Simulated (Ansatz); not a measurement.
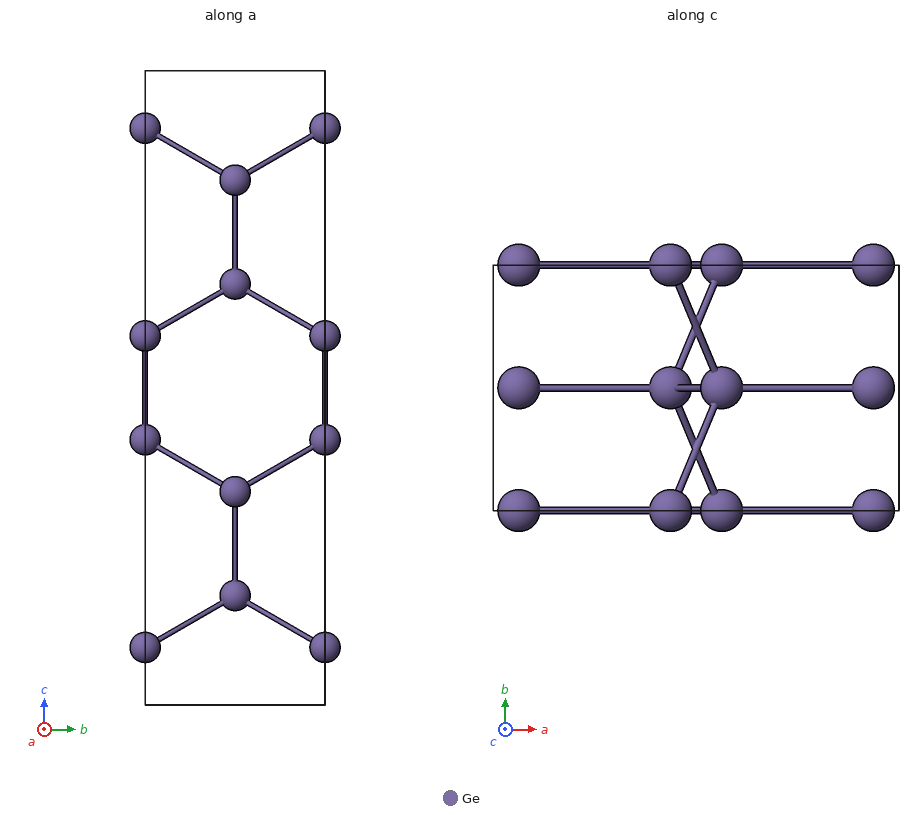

Structure drawing (ball-and-stick), viewed along the a axis and along the c axis. The wireframe shows the conventional unit cell.

Ge, space group Pmma (No. 51), a = 6.60 Å, b = 4.00 Å, c = 14.09 Å, α = 90.00°, β = 90.00°, γ = 90.00°.

Computational set-up: DFT r2SCAN, scalar-relativistic, plane waves, PAW (Ansatz 0.2.0), cutoff 500 eV, k-points about 0.20 Å⁻¹ apart, Gaussian smearing of 0.03 eV, no spin polarisation.

> Classify it as metallic or gapped, with the value.

A semiconductor at this level, with a gap of 0.10 eV on the k-mesh (the true edges may lie between mesh points, so the gap can be somewhat smaller).

> Give the pressure and its sign.

The computed pressure is -0.9 GPa (stretched: it would shrink). The stress isn't hydrostatic: its largest component is 1.9 GPa.

The initial geometry was a structure listed in the Materials Project. The cell was then strained or its atoms displaced on purpose. Ansatz was used for an electronic-structure calculation on it.

At this level of theory the run's own cell isn't at rest (forces up to 1.0 eV/Å), so its distances can differ from those at equilibrium, the more so the softer the solid.
